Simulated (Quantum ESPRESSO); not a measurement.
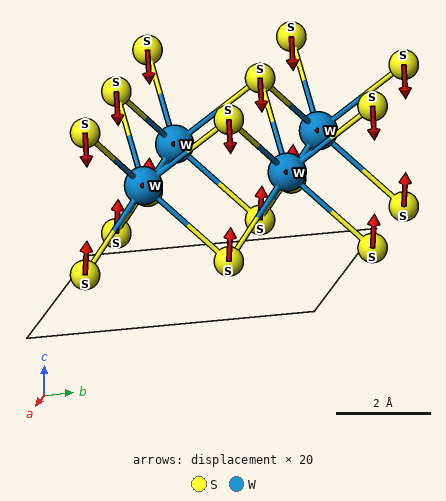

A relaxation of a free-standing layer of WS₂ (a generated structure, set up in Amm2). The starting structure is drawn; red arrows show the displacements, magnified 20 times.

The picture is a ball-and-stick view of the 2 × 2 repeat of the cell, outlined in the plane, without the vacuum, seen slightly off an axis.

The run lets the atoms move in a fixed cell.

All numbers below come from Kohn-Sham DFT of a periodic cell, PBEsol, PseudoDojo 0.4.1 SR PBEsol standard in Quantum ESPRESSO.

Input
```
&CONTROL
  calculation = 'relax'
  prefix = 'pwscf'
  outdir = './tmp'
  pseudo_dir = './pseudo'
  tprnfor = .true.
  disk_io = 'low'
  nstep = 40
  forc_conv_thr = 0.0004
  etot_conv_thr = 1d-05
/
&SYSTEM
  ibrav = 0
  nat = 3
  ntyp = 2
  ecutwfc = 74
  nbnd = 20
  occupations = 'smearing'
  smearing = 'gaussian'
  degauss = 0.00146997
/
&ELECTRONS
  conv_thr = 6d-10
  electron_maxstep = 120
  mixing_beta = 0.5
/
&IONS
  ion_dynamics = 'bfgs'
/
ATOMIC_SPECIES
S     32.0600 S.upf
W    183.8400 W.upf
CELL_PARAMETERS angstrom
   3.2791200000    0.0000000000    0.0000000000
  -1.6395600000    2.7851896601    0.0000000000
   0.0000000000    0.0000000000   21.1400000000
ATOMIC_POSITIONS crystal
S      0.6666666667    0.3333333333    0.4257332072
W      0.3333333333    0.6666666667    0.5000000000
S      0.6666666667    0.3333333333    0.5742667928
K_POINTS automatic
10 10 1 0 0 0
```

Run as
```bash
OMP_NUM_THREADS=1 pw.x -in pw.in > pw.out
```

**Which element moves most?**

Sulfur: up to 0.039 Å, against 0.004 Å for tungsten.

**Describe the change and its energy.**

The largest moves relative to the layer's centre, 0.039 Å, are those of S atoms. Largest moves by element: S 0.039 Å, W 0.004 Å. The cell stays as it was. Near-neighbour distances that change, for instance: S–W 2.453 → 2.425 Å, S–W 2.432 → 2.412 Å. Over 4 geometry steps the energy falls by 29.2 meV per cell of the calculation. The largest force component goes from 0.73 to 0.0021 eV/Å.
